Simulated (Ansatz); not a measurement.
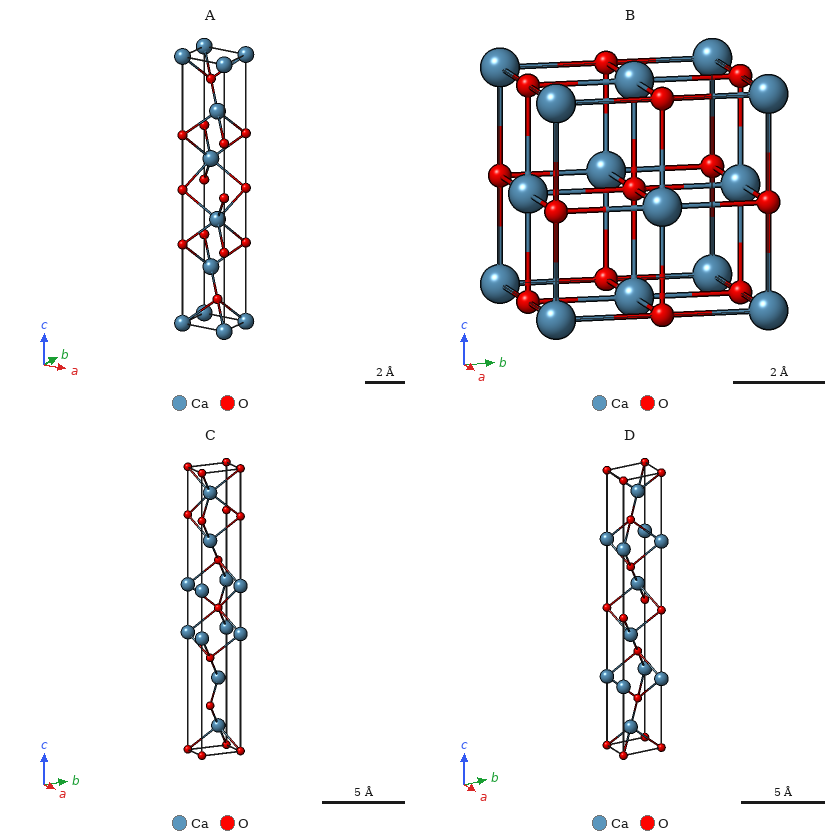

Four structures of CaO, each relaxed to rest (conventional cells in solid outline, small ones repeated, each panel with its own scale). Method: DFT PBE, scalar-relativistic, plane waves, PAW (Ansatz), without spin polarisation.

> Name the structure in each panel.

A: 10 atoms a cell on a primitive hexagonal lattice, P-3m1; B: rock salt (NaCl type), Fm-3m; C: 12 atoms a cell on a rhombohedral (trigonal R) lattice, R3m; D: 12 atoms a cell on a primitive hexagonal lattice, P6_3/mmc.

> Rank them by energy, lowest first.

B, then D (+45 meV/atom), A (+55 meV/atom) and C (+137 meV/atom), energies at zero smearing.

> Collect the results in a table.

| panel | structure | E − E(lowest) (meV/atom) | volume (Å³/atom) | gap (eV) |
| --- | --- | --- | --- | --- |
| B | Fm-3m | 0 | 14.1 | 3.66 |
| D | P6_3/mmc | 45 | 14.1 | 3.53 |
| A | P-3m1 | 55 | 14.1 | 3.47 |
| C | R3m | 137 | 14.2 | 3.70 |

Some of these may be structure types tried for this composition rather than known phases, and the most stable form need not be among them. Gaps are taken on the k-mesh or band path of each run.
